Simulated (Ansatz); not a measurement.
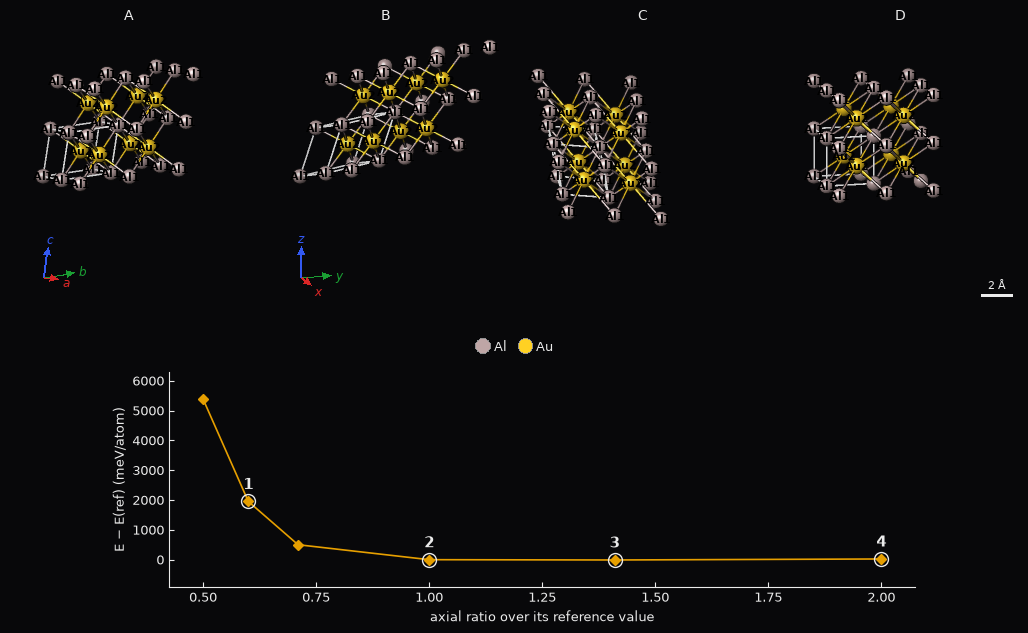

A crystal of AlAu (Pm-3m): the ratio of the cell's length along [111] to its lengths across, counted as 1 for the reference, is changed at fixed volume (a trigonal path), with the atoms kept at their fractional coordinates. x, y and z are the Cartesian axes of the input. The frames are shuffled; the numbered points of the plot belong to them. Style: ball-and-stick. Shown: the cell of the calculation, repeated 2 × 2 × 2 with one cell outlined, slightly off an axis.

These are results of DFT LDA, scalar-relativistic, plane waves, PAW in Ansatz, not measurements. (plane-wave cutoff 420 eV; k-point mesh 16 × 16 × 16; occupations gaussian; smearing width 0.15 eV; no spin polarisation). Energies (free energies at the smearing named) are counted from the cell as listed in its source, which wasn't relaxed.

> Match the frames to the points.

Point 1 is frame C (the relative ratio 0.60, 1953 meV/atom); 2 is frame D (the relative ratio 1.00, 0 meV/atom); 3 is frame A (the relative ratio 1.41, −10 meV/atom); 4 is frame B (the relative ratio 2.00, 24 meV/atom). The lowest computed point lies at the relative ratio 1.41 (−10 meV/atom). At the ends of the scan the energy is 5385 meV/atom (0.50) and 24 meV/atom (2.00). The unrelaxed reference is under a pressure of −7.7 GPa. The distortion takes the space group from Pm-3m to R-3m, except for Fm-3m at 2.00. At the relative ratio 2.00 the cell of the drawing goes a 3.224 → 3.619 Å, b 3.224 → 3.619 Å, c 3.224 → 3.619 Å, α 90.0° → 60.0°, β 90.0° → 60.0°, γ 90.0° → 60.0°.
